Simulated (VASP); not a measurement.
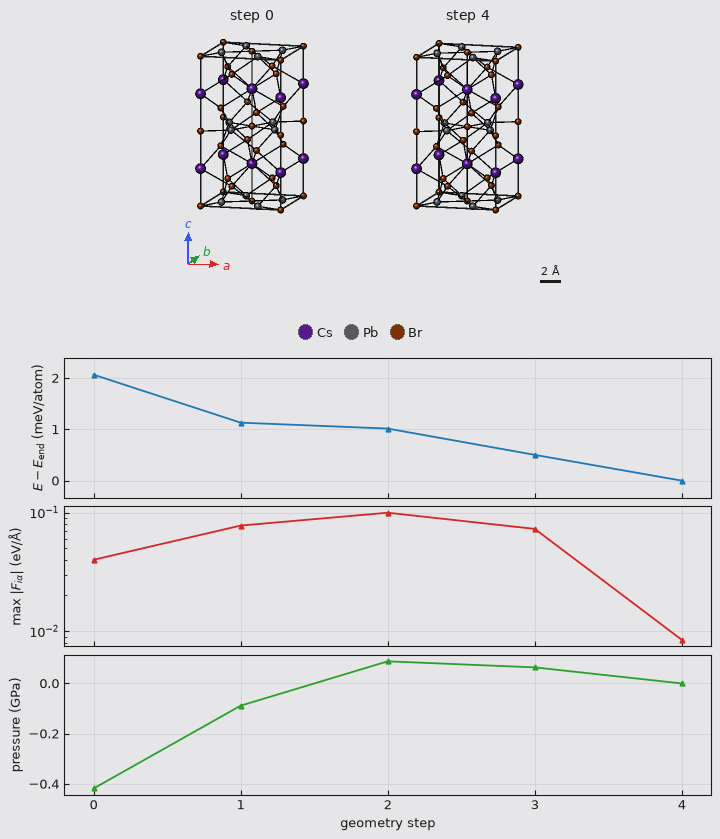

First and last geometry of a relaxation of a crystal of CsPb₂Br₅ (set up in I4/mcm), with the history of the run. The picture is a ball-and-stick view of the conventional cell (2 times the calculation's cell), seen slightly off an axis. Lengths and directions refer to the drawn axes.

The run lets cell and atoms move.

Theory: VASP 6.6.1, Kohn-Sham DFT of a periodic cell, PBE with D3(BJ), VASP PAW PBE potentials, recommended.

Input file:
```
SYSTEM = CsPb2Br5
PREC = Accurate
ENCUT = 600
EDIFF = 1E-6
ISMEAR = 0
SIGMA = 0.03
LREAL = .False.
LASPH = .True.
NELM = 80
ALGO = Normal
ISIF = 3
LWAVE = .False.
LCHARG = .False.
GGA = PE
IVDW = 12
IBRION = 2
NSW = 90
EDIFFG = -0.01
KPAR = 4
```

Run as
```bash
cat potpaw_PBE.64/Cs_sv/POTCAR potpaw_PBE.64/Pb_d/POTCAR potpaw_PBE.64/Br/POTCAR > POTCAR
mpirun -np 4 vasp_std > vasp.out
```

> Read the history and describe the run.

The run was cut off at its time limit before the relaxation converged, so the last structure is only a point on the way. The largest moves relative to the cell, 0.034 Å, are those of Pb and Br atoms. Largest moves by element: Br 0.034 Å, Pb 0.034 Å. Cs stays in place. The drawn cell changes as follows: a = b 8.537 → 8.428 Å (−1.3 %), c 15.586 → 15.484 Å (−0.7 %); the volume changes by −3.2 %. Some distances before and after: Br–Pb 3.378 → 3.327 Å, Br–Cs 3.765 → 3.716 Å, Br–Pb 3.179 → 3.149 Å, Br–Pb 2.922 → 2.951 Å. The space group stays I4/mcm (No. 140). The energy falls by 2.1 meV per atom in 4 geometry steps. The largest force component goes from 0.04 to 0.0085 eV/Å. Pressure: −0.42 GPa at the start and 0.00 GPa at the end.
